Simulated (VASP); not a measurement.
```
Ga As
1.0
     5.65370    0.00000    0.00000
     0.00000    3.99777    0.00000
     0.00000    0.00000   29.99219
Ga As
8 8
Direct
  0.50000 0.50000 0.26674
  0.00000 0.00000 0.33338
  0.50000 0.50000 0.40003
  0.00000 0.00000 0.46668
  0.50000 0.50000 0.53332
  0.00000 0.00000 0.59997
  0.50000 0.50000 0.66662
  0.00000 0.00000 0.73326
  0.75000 0.00000 0.26674
  0.25000 0.50000 0.33338
  0.75000 0.00000 0.40003
  0.25000 0.50000 0.46668
  0.75000 0.00000 0.53332
  0.25000 0.50000 0.59997
  0.75000 0.00000 0.66662
  0.25000 0.50000 0.73326
```

Not relaxed (largest force 1.6 eV/Å).

All numbers below come from VASP 6.6.1, Kohn-Sham DFT of a periodic cell, PBEsol, VASP PAW PBE potentials, recommended.

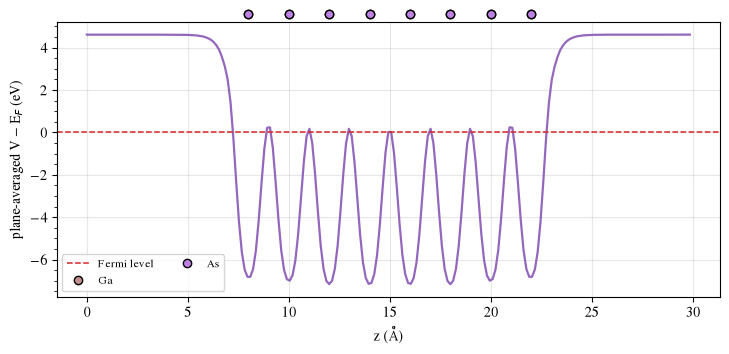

GaAs (slab). Plane average of the electrostatic potential (local pseudopotential plus Hartree) felt by an electron across the slab. Circles mark the heights of the atoms.

Core electrons are frozen (PAW), and the valence fields are smoothed inside the atomic spheres.

How far above the Fermi level of the calculation is the vacuum level?

Answer. 4.6 eV. The slab has a gap, so the Fermi level lies inside it and this isn't a work function in the metallic sense.

What are the slab's thickness and the vacuum gap?

Answer. The outermost nuclei are 14.0 Å apart, in 8 atomic planes; the vacuum between periodic images is 16.0 Å wide.
